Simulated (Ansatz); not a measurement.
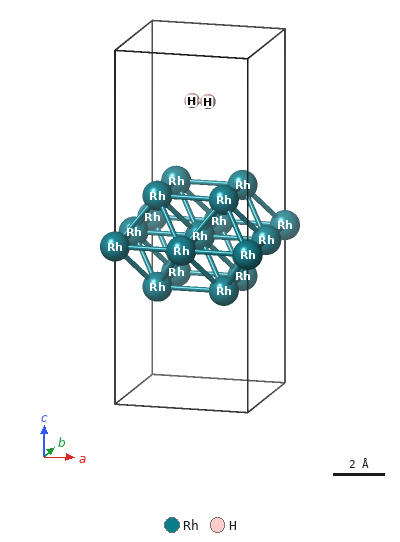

Figure 1. The input geometry (ball-and-stick view of the cell of the calculation, with the vacuum cut short, seen slightly off an axis).

Run report: Rh$_{6}$H, single-point calculation (part 1 of 2)

- system: Rh$_{6}$H (slab, 14 atoms in the cell)
- method: DFT PBE, scalar-relativistic, plane waves, PAW, no spin polarisation (Ansatz 0.2.0)

The structure derives from an entry of the Crystallography Open Database.

**The input**
```yaml
crystal:
  lattice:
    - [5.4163401145, 0.0, 0.0]
    - [0.0, 5.4163401145, 0.0]
    - [0.0, 0.0, 21.6737367085]
  atoms:
    - { symbol: Rh, position: [0.25, 0.25, 0.1845551625] }
    - { symbol: Rh, position: [0.25, 0.75, 0.1845551625] }
    - { symbol: Rh, position: [0.75, 0.25, 0.1845551625] }
    - { symbol: Rh, position: [0.75, 0.75, 0.1845551625] }
    - { symbol: Rh, position: [0.0, 0.0, 0.2693761947] }
    - { symbol: Rh, position: [0.0, 0.5, 0.2693761947] }
    - { symbol: Rh, position: [0.5, 0.0, 0.2693761947] }
    - { symbol: Rh, position: [0.5, 0.5, 0.2693761947] }
    - { symbol: Rh, position: [0.25, 0.25, 0.3540569313] }
    - { symbol: Rh, position: [0.25, 0.75, 0.3540569313] }
    - { symbol: Rh, position: [0.75, 0.25, 0.3540569313] }
    - { symbol: Rh, position: [0.75, 0.75, 0.3540569313] }
    - { symbol: H, position: [0.4399963826, 0.5, 0.5201565775] }
    - { symbol: H, position: [0.5600036174, 0.5, 0.5201565775] }
basis:
  ecutwfc: 420
kpoints:
  mp_grid: { grid: [5, 5, 1] }
hamiltonian:
  xc: pbe
scf:
  occupations: { method: gaussian, width: 0.1 }
output:
  forces: true
  eigenvalues: true
  write_density: true
  write_potential: true
  elf: true
  volumetric_format: npy
efield:
  axis: 3
  dipole_correction: true
  ramp_width: 0.04
```

Run as:
```bash
ansatz run input.yaml --threads 4 --pin off --max-ram 12288MiB --backend cpu --events-out ev --progress --plain --runs-dir out
```

**The program's output**
```
Engine: ansatz 0.2.0, x86_64-unknown-linux-gnu
Pseudopotentials: kind: paw
Pseudopotential: Rh, paw, valence charge 17, recommended cutoff 420 eV (normal), Rh.paw.azcp
Pseudopotential: H, paw, valence charge 1, recommended cutoff 420 eV (normal), H.paw.azcp
Functional definition: PBE
  parameter kappa = 0.804
  parameter beta = 0.06672455060314922
  exchange = pbe_x(kappa = kappa, mu = beta*pi^2/3)
  correlation = pbe_c(beta = beta)
Crystal: 14 atoms, lattice volume = 635.837 Å³
Basis set: ecut = 420 eV, 12341 PW (Γ), exchange–correlation on 80×80×300 points (8 copies of the dense FFT grid, shifted against one another)
Bands: 124, of which v1, the nominal top of the filled ones, is band 103 counted from 1 (102 counted from 0)
Symmetry: 4 space group operations
Space group: Pmm2 (ITA 25), of the structure as read, at distance tolerance 8.6e-5 Å
k-points: 9 of 25
Non-local potential: Rh, projectors of the file, l = 0: 3, l = 1: 2, l = 2: 2, l = 3: 1
Non-local potential: H, projectors of the file, l = 0: 2, l = 1: 1
PAW form: soft (Blöchl's): semilocal exchange-correlation on the pseudo side does not see the compensation charge
PAW one-centre angular grid: Rh, 590 points (default); XC on 64 Gauss nodes
PAW one-centre angular grid: H, 110 points (default); XC on 64 Gauss nodes
Initial density: superposition of atomic densities (neutral atoms: chi_scale 0, normalization atom), corrected by the library's trained network
Initial wavefunctions: pseudopotential atomic-orbital guess
Functional: x = pbe(κ = 0.804, μ = 0.2195149727645171), c = pbe(β = 0.06672455060314922)
SCF iter   1: F=—  HF=-76857.675844 eV  |F-HF|=—  |Δ(HF+E_count)|=         —  Δρ=7.71e-3  dr2=2.80e-1  ethr=1.77e-3  p=-0.027 e·Å  D=-7.69e-3 V/Å  ΔV_dip=0.17 eV  dr2_dipole=5.33e-2  V_vac-E_F(+/−)=4.87/4.70 eV  ⟨swp⟩=7.9  Hψ=4767  notcnv=0  defer=8
efield: sawtooth ramp at fractional position 0.8324 (placed from the atoms, in the widest stretch of the axis that holds none; the zero of the levels goes with the place), width 0.0400; the density the first Hamiltonian is built on has a dipole p = -0.027 e·Å; the dipole correction subtracts the counter field D = -7.69e-3 V/Å, which shifts the + side's vacuum level by +0.17 eV against the − side's; the planar-averaged density in the ramp window peaks in size at 6.8e-5 e/Å³
preconditioner: auto → LDOS  [metal: Δε(μ)=0.012 eV  Ē_g=4.986 eV  σ=0.100 eV  W_gap=0.06  n_scr=110 (ndim 8)  ℏωp=15.4 eV  f_vac=0.645  D(μ)=20.48/eV (n_scr^D=148)  β→1.0]
SCF iter   2: F=—  HF=-76857.687222 eV  |F-HF|=—  |Δ(HF+E_count)|=   1.14e-2  Δρ=6.38e-3  dr2=2.04e-1  ethr=1.36e-4  p=-0.007 e·Å  D=-1.89e-3 V/Å  ΔV_dip=0.04 eV  dr2_dipole=7.02e-7  V_vac-E_F(+/−)=4.92/4.88 eV  ⟨swp⟩=2.0  Hψ=2158  notcnv=0  defer=72
SCF iter   3: F=—  HF=-76857.659643 eV  |F-HF|=—  |Δ(HF+E_count)|=   2.76e-2  Δρ=9.59e-4  dr2=1.19e-2  ethr=9.91e-5  p=-0.004 e·Å  D=-1.27e-3 V/Å  ΔV_dip=0.03 eV  dr2_dipole=4.84e-4  V_vac-E_F(+/−)=4.88/4.85 eV  ⟨swp⟩=2.0  Hψ=1600  notcnv=0  defer=72
SCF iter   4: F=—  HF=-76857.658880 eV  |F-HF|=—  |Δ(HF+E_count)|=   7.63e-4  Δρ=4.83e-4  dr2=1.67e-3  ethr=5.79e-6  p=0.000 e·Å  D=1.23e-4 V/Å  ΔV_dip=-0.00 eV  dr2_dipole=9.38e-5  V_vac-E_F(+/−)=4.89/4.89 eV  ⟨swp⟩=3.0  Hψ=1909  notcnv=0  defer=72
SCF iter   5: F=—  HF=-76857.659089 eV  |F-HF|=—  |Δ(HF+E_count)|=   2.09e-4  Δρ=1.85e-4  dr2=5.39e-4  ethr=8.10e-7  p=0.003 e·Å  D=7.90e-4 V/Å  ΔV_dip=-0.02 eV  dr2_dipole=9.80e-6  V_vac-E_F(+/−)=4.88/4.90 eV  ⟨swp⟩=2.0  Hψ=1504  notcnv=0  defer=72
SCF iter   6: F=—  HF=-76857.659254 eV  |F-HF|=—  |Δ(HF+E_count)|=   1.65e-4  Δρ=5.33e-5  dr2=3.61e-5  ethr=2.62e-7  p=0.005 e·Å  D=1.33e-3 V/Å  ΔV_dip=-0.03 eV  dr2_dipole=2.55e-7  V_vac-E_F(+/−)=4.88/4.91 eV  ⟨swp⟩=2.0  Hψ=1244  notcnv=0  defer=72
SCF iter   7: F=—  HF=-76857.658718 eV  |F-HF|=—  |Δ(HF+E_count)|=   5.36e-4  Δρ=1.65e-5  dr2=1.89e-6  ethr=1.75e-8  p=0.005 e·Å  D=1.50e-3 V/Å  ΔV_dip=-0.03 eV  dr2_dipole=4.86e-9  V_vac-E_F(+/−)=4.88/4.92 eV  ⟨swp⟩=2.0  Hψ=1546  notcnv=0  defer=72
SCF iter   8: F=—  HF=-76857.658723 eV  |F-HF|=—  |Δ(HF+E_count)|=   4.40e-6  Δρ=4.32e-6  dr2=1.49e-7  ethr=9.17e-10  p=0.005 e·Å  D=1.54e-3 V/Å  ΔV_dip=-0.03 eV  dr2_dipole=1.74e-8  V_vac-E_F(+/−)=4.88/4.92 eV  ⟨swp⟩=2.2  Hψ=1545  notcnv=0  defer=72
SCF iter   9: F=-76857.658723 eV  HF=-76857.658723 eV  |F-HF|=3.66e-7  |Δ(HF+E_count)|=   4.64e-7  Δρ=2.31e-6  dr2=4.80e-8  ethr=4.85e-11  p=0.006 e·Å  D=1.57e-3 V/Å  ΔV_dip=-0.03 eV  dr2_dipole=1.00e-9  V_vac-E_F(+/−)=4.88/4.92 eV  ⟨swp⟩=34.1  Hψ=9679  notcnv=0
SCF 1 converged in 9 iterations: F = -76857.658723 eV  dr2 = 4.80e-8
  greatest PAW one-centre occupation: 1.000 electrons in one spin orbital (limit 2), on the Rh atom at site 4 (counted from 0), in its partial waves of l = 0
```

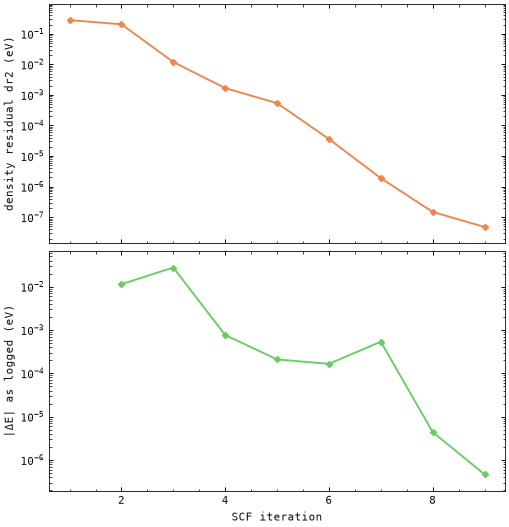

Figure 2. Convergence of the self-consistent field: density residual dr2 and size of the energy change against the SCF iteration. The residual falls at every step.

```
WARN: The output density's exchange-correlation potential varies sharply where the density is thin. Do not read a vacuum level from v_tot or v_xc, or from such a field of the output density. On a cell that repeats whose density bears no net charge and no dipole along the vacuum's axis use v_es (v_loc + v_h of the components); under efield.dipole_correction with no amplitude use v_es + v_field, which holds any external_charges[].barrier, or the levels of the report's work_function block, which leave it out; under a non-zero efield.amplitude the vacuum is tilted and has no level; on a cell that repeats and bears such a dipole with no correction it is tilted too, and efield.dipole_correction with no amplitude gives each side of its ramp a level where efield: is served; in a cell that repeats whose density bears a net charge (total_charge, or a fill off its count) it is curved and has none; of a slab under crystal.periodic whose density bears no net charge use v_es, which has a level on each side, short of where the two are joined; of another it falls or rises all the way out and has none; of a slab beside external_charges read slab_vacuum_level instead, which it has where they leave it neutral. The grid or the basis barely resolves most such structure, and the values can differ between equally converged runs; as a rule a tighter scf.convergence.dr2_threshold does not remove it. Where the density itself ripples (under the LDA too) a higher basis.ecutwfc lessens it. The files hold the spikes' plane waves up to the density's cutoff. Files: v_tot_of_output_density and the like, and their columns of v_z.tsv (output.write_potential); v_xc_of_output_density and the like, and their columns of v_comp_z.tsv (output.write_potential_components). Measured: with its Gaussian average of σ = 0.25 Å subtracted twice, the exchange-correlation potential is over 0.1 eV at 1090 of the grid points where the equally averaged density (valence and model cores) is under 1e-3 e/Å³, and 0.818 eV at the most among them, at an averaged density of 4.2e-4 e/Å³. The input density's (outcome.potential() and, of a run that writes arrays, v_tot and v_xc) is over 0.1 eV, so measured, at 3256 points of its own thin density, 0.806 eV at the most. See output.write_potential in the manual, Limitations
SCF converged after 9 iterations
Free energy (F): -76857.658723 eV
Harris-Foulkes:  -76857.658723 eV  (|F-HF|=3.66e-7)
Internal energy: -76857.557663 eV  (E = F + TS)
E sigma→0 (E₀):  -76857.608193 eV
Entropy (-TS):   -0.101060 eV (-7.219 meV/atom)
Fermi energy:    2.246537 eV
Dipole field:    D = 0.001593 V/Å  (p = 0.005596 e·Å, saw-weighted, corrected)
Work function:   Φ+ = 4.8846 eV   Φ− = 4.9191 eV
Levels:          The Fermi level and band energies are counted from a zero that moves with the ramp; work functions are not
--- Per-component energies (eV) ---
  E_band       = -5046.755472
  E_kinetic    = 6895.882718
  E_local      = -281743.917084  (includes V_loc(G=0)·N_el)
  E_nonlocal   = 4277.182153
  E_hartree    = 136067.626407
  E_xc         = -2666.641651
  E_vxc        = -3346.096580  (∫ρ·V_xc dr)
  E_paw        = -43051.121401  (= ΣΔE_a)
  E_vpaw       = -3265.688912  (= ΣTr[D̂ρ^β])
  E_aug_tail   = 0.007143  (compensation charges beyond the density's cutoff)
  E_efield     = 0.000004  (sawtooth field / dipole correction)
  E_vefield    = 0.573083  (∫n·V_field dr)
  E_ewald      = 103363.424048
  E_smearing   = -0.101060  (= −TS)
  E_closure    = 0.000000  (closes the sum)
  Σ components = -76857.658723   (vs F -76857.658723, Δ=0.00e0)
--- Forces (eV/Å), atoms counted from 1 ---
  atom   1  Rh    -0.00080970    -0.00032397     0.03682060
  atom   2  Rh    -0.00080970     0.00032397     0.03682060
  atom   3  Rh     0.00080970    -0.00032397     0.03682060
  atom   4  Rh     0.00080970     0.00032397     0.03682060
  atom   5  Rh     0.00000000     0.00000000    -0.02265370
  atom   6  Rh     0.00000000     0.00000000    -0.02457435
  atom   7  Rh     0.00000000     0.00000000    -0.02523287
  atom   8  Rh     0.00000000     0.00000000    -0.02201882
  atom   9  Rh    -0.00316868    -0.00165657    -0.01698919
  atom  10  Rh    -0.00316868     0.00165657    -0.01698919
  atom  11  Rh     0.00316868    -0.00165657    -0.01698919
  atom  12  Rh     0.00316868     0.00165657    -0.01698919
  atom  13  H     -4.85514583     0.00000000     0.00751988
  atom  14  H      4.85514583     0.00000000     0.00751988
  max |Σ_I F_I| component: 1.14e-4 eV/Å
--- Band table (eV; the first three rows and the last of 9) ---
```
